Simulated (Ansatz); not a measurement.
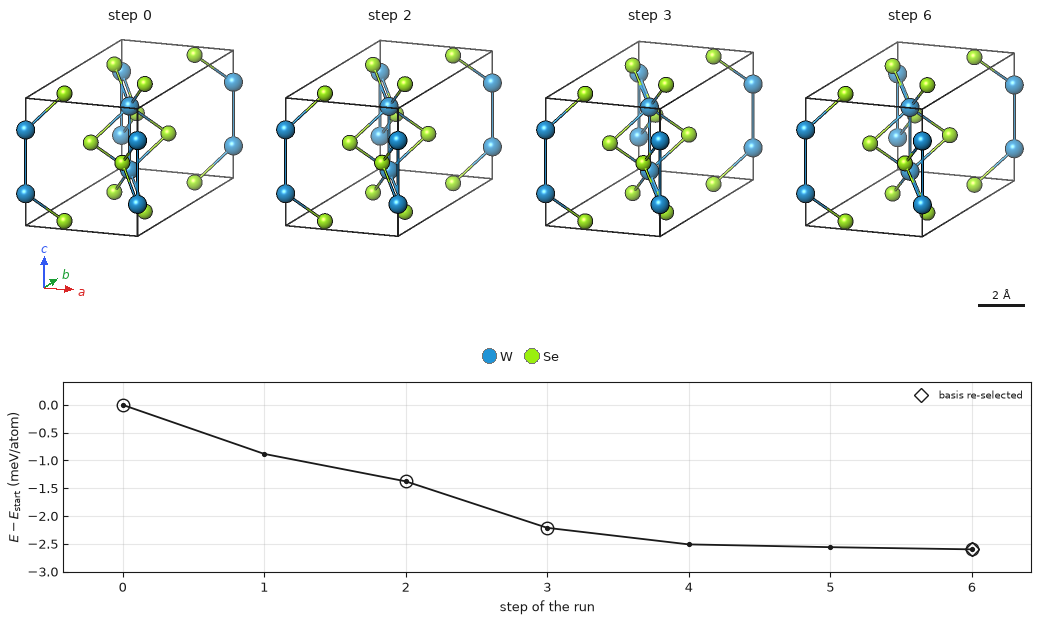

Frames of a relaxation of solid WSe$_{2}$ (built on the SiS2-72 type type), marked on the history of the run. Style: ball-and-stick. Shown: the conventional cell (2 times the calculation's cell), slightly off an axis. Lengths and directions refer to the drawn axes.

Method: Ansatz, DFT, r2SCAN+rVV10, plane waves, PAW. (plane-wave cutoff 500 eV; k-point mesh 6 × 6 × 6; occupations fermi dirac; smearing width 0.03 eV; no spin polarisation; cell and atoms relaxed; force threshold 0.01 eV/Å; at most 120 steps)

> Describe the path.

The largest moves relative to the cell, 0.020 Å, are those of Se atoms. W stays in place. The drawn cell changes as follows: a 5.294 → 5.520 Å (+4.3 %), b 11.498 → 11.027 Å (−4.1 %), c 5.782 → 5.786 Å (+0.1 %); the volume changes by +0.1 %. Among the contacts that change: Se–W 2.392 → 2.397 Å. Bond angles that change, for instance: Se–W–Se 115.4° → 111.3°, Se–W–Se 107.6° → 111.4°. The space group stays Ibam (No. 72). After 5 accepted moves (6 points after the start) the energy has fallen by 2.6 meV per atom. Largest force component: 0.11 eV/Å at the start, 0.0029 eV/Å at the end. The pressure goes from 0.32 to −0.01 GPa. The SCF was repeated once at an unchanged geometry on a basis and grid sized afresh for the cell, which shifted the energy by less than 0.05 meV per atom at most. The run took 4.7 min on 2 threads of Intel(R) Xeon(R) Processor @ 2.70GHz, with other jobs on the host, peak memory 1.8 GiB. From step 0 to 2: Se atoms move most (0.02 Å), volume −1.0 %, energy −1.4 meV per atom. From step 2 to 3: volume +0.3 %, energy −0.8 meV per atom. From step 3 to 6: volume +0.8 %, energy −0.4 meV per atom.

```
step  E − E(0), meV/atom  largest force component, eV/Å  pressure, GPa  volume, Å³/atom                      note
   0                0.00                         0.1127           0.32           29.327                          
   1               -0.88                         0.0907          -0.29           28.944                          
   2               -1.37                         0.0398          -0.18           29.027                          
   3               -2.21                         0.0356           0.21           29.113                          
   4               -2.51                         0.0119          -0.01           29.304                          
   5               -2.56                         0.0031          -0.01           29.347                          
   6               -2.60                         0.0029          -0.01           29.347  same geometry, new basis
```
